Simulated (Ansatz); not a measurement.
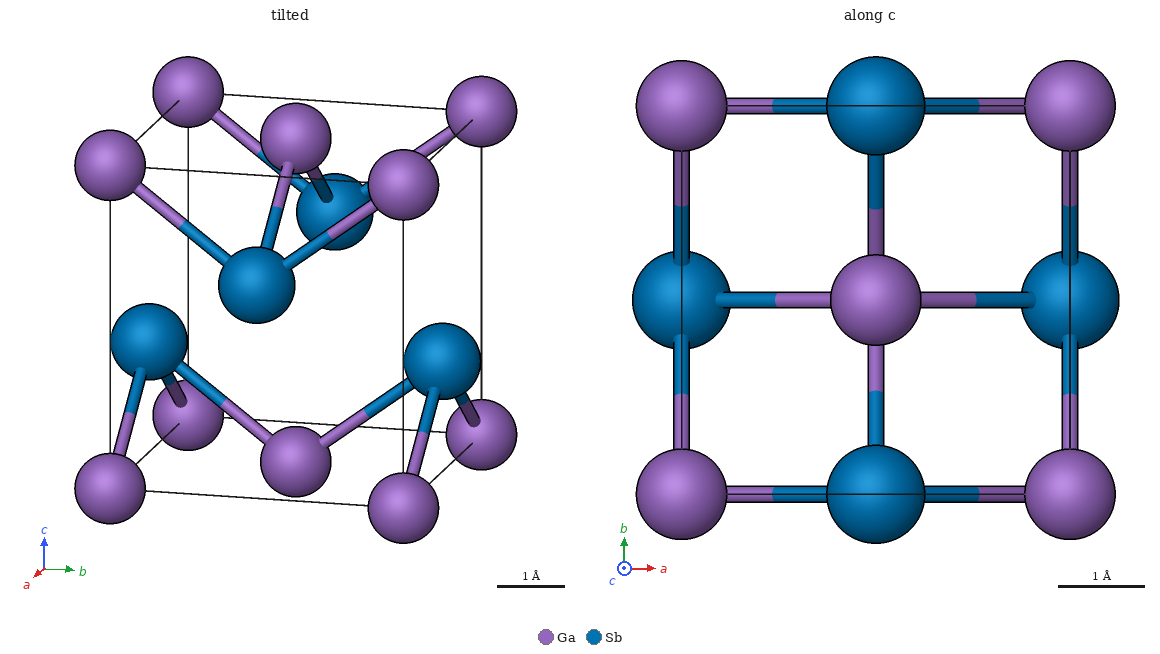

Drawn in the ball-and-stick manner and seen slightly off an axis and along the c axis. The frame is the conventional unit cell; atoms at its boundary are shown with their periodic copies. Cell: a = 4.543 Å, b = 4.543 Å, c = 4.997 Å, α = 90.00°, β = 90.00°, γ = 90.00°.

Chemical formula GaSb. Space group: P4/nmm (No. 129). Lattice: primitive tetragonal. Content of the cell: 2 Ga, 2 Sb (Z = 2). Around each Ga lie four Sb in a tetrahedral arrangement at about 2.8 Å. Sb is linked to four Ga at about 2.8 Å. The bonds build GaSb layers parallel to (001).

The cell started as a structure listed in the Materials Project, with elements exchanged, so it need not be a known form of the compound. A relaxation with Ansatz 0.2.0, DFT PBE, scalar-relativistic, plane waves, PAW gave the geometry drawn.
